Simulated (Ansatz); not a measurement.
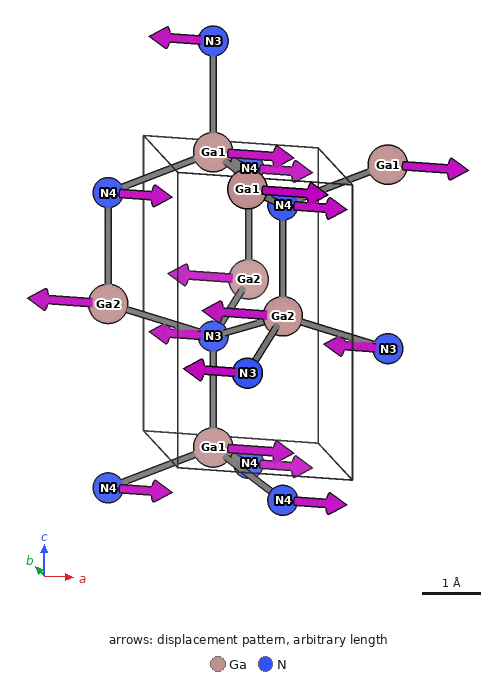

The lowest optical mode of solid GaN, space group P6₃mc (No. 186), at the zone centre. The purple arrows are the displacements of the atoms (eigenvector over the root of the mass), of arbitrary overall length and sign. A ball-and-stick model of the cell of the calculation, seen slightly off an axis.

Level of theory: DFT PBE, scalar-relativistic, plane waves, PAW in Ansatz.

Input
```yaml
crystal:
  lattice:
    - [3.2184275448, 0.0, 0.0]
    - [-1.6092137724, 2.7872400141, 0.0]
    - [0.0, 0.0, 5.2430821301]
  atoms:
    - { symbol: Ga, position: [0.3333333333, 0.6666666667, 0.9991245061] }
    - { symbol: Ga, position: [0.6666666667, 0.3333333333, 0.4991245061] }
    - { symbol: "N", position: [0.3333333333, 0.6666666667, 0.3758754939] }
    - { symbol: "N", position: [0.6666666667, 0.3333333333, 0.8758754939] }
basis:
  ecutwfc: 420
kpoints:
  mp_grid: { grid: [12, 12, 6] }
hamiltonian:
  xc: pbe
scf:
  occupations: { method: fixed }
output:
  eigenvalues: true
phonons:
  method: dfpt
  dielectric: true
  rigid_motions: translations
  eigenvectors: true
  qmesh: [3, 3, 1]
  temperatures: { t_max: 1000, t_step: 100 }
  qpath:
    path:
      - [[0.0, 0.0, 0.0], [0.5, 0.0, 0.0], [0.33333333, 0.33333333, 0.0], [0.0, 0.0, 0.0], [0.0, 0.0, 0.5], [0.5, 0.0, 0.5], [0.33333333, 0.33333333, 0.5], [0.0, 0.0, 0.5]]
      - [[0.5, 0.0, 0.5], [0.5, 0.0, 0.0]]
      - [[0.33333333, 0.33333333, 0.5], [0.33333333, 0.33333333, 0.0]]
    npoints: 8
```

Run as
```bash
ansatz run input.yaml --threads 1 --pin off --max-ram 2560MiB --backend cpu --events-out ev --progress --plain --runs-dir out
```

Frequencies are those without the non-analytic (LO–TO) term.

Is the structure stable against all modes at this point?

Answer. Yes: this softest mode has a real frequency, and so have all others here. That speaks for this wave vector alone: the rest of the zone wasn't checked in this run. This is the E₂ mode (doubly degenerate; one member of the set is drawn) at 136 cm⁻¹, the lowest optical level, Raman-active by symmetry. All motion is along a; atoms of one kind move against one another, with no net shift of any sublattice; it mainly bends the Ga–N bonds; the kinetic energy is shared as Ga 89 %, N 11 %.
